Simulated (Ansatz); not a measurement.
```
Cu
1.0
     2.42057    0.00000    0.00000
     0.00000    7.89938    0.00000
     0.00000    0.00000    2.45888
Cu
4
Cartesian
  0.0000 1.0575 1.8442
  1.2103 5.0072 1.8442
  0.0000 6.8419 0.6147
  1.2103 2.8922 0.6147
```

Space group Cmcm; a structure from a database of computed crystals, not necessarily the ambient phase; computed pressure about 9 GPa in this cell.

The calculation used Kohn-Sham DFT of a periodic cell, HSE06, Ansatz PAW in Ansatz.

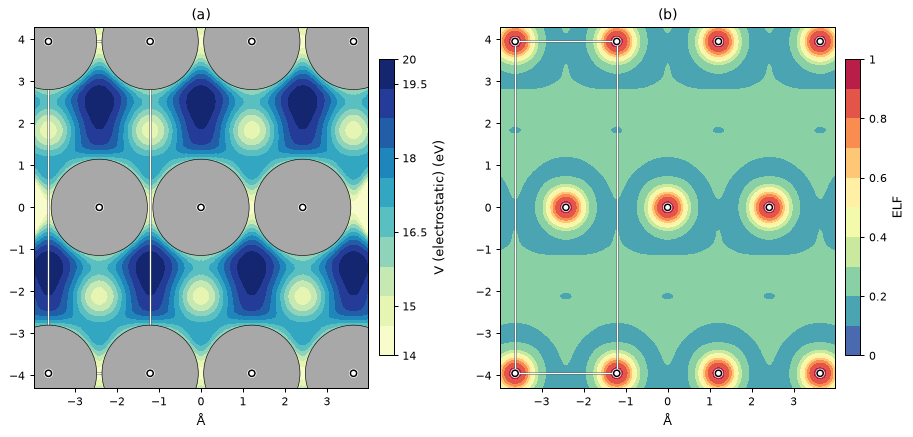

Cu. (a) electrostatic potential energy of an electron; (b) ELF on the (001) plane of the conventional cell. Circles mark the nuclei in the plane (Cu). Grey discs cover the atomic cores in the potential map.

In a PAW calculation such maps are meaningful between the atoms, not at the nuclei.

### Describe what can be read from this map.

- The section cuts through Cu sites.
- Cu–Cu (2.42 Å): the ELF is about 0.20 at the midpoint (no shared electron pair shows on this line).
- The features right at Cu lie inside the PAW spheres, where the map follows smoothed inner orbitals and isn't to be read closely.
- Outside the cores the potential energy rises away from the atoms and is highest about 1.9 Å from the nearest atoms; its zero is arbitrary.
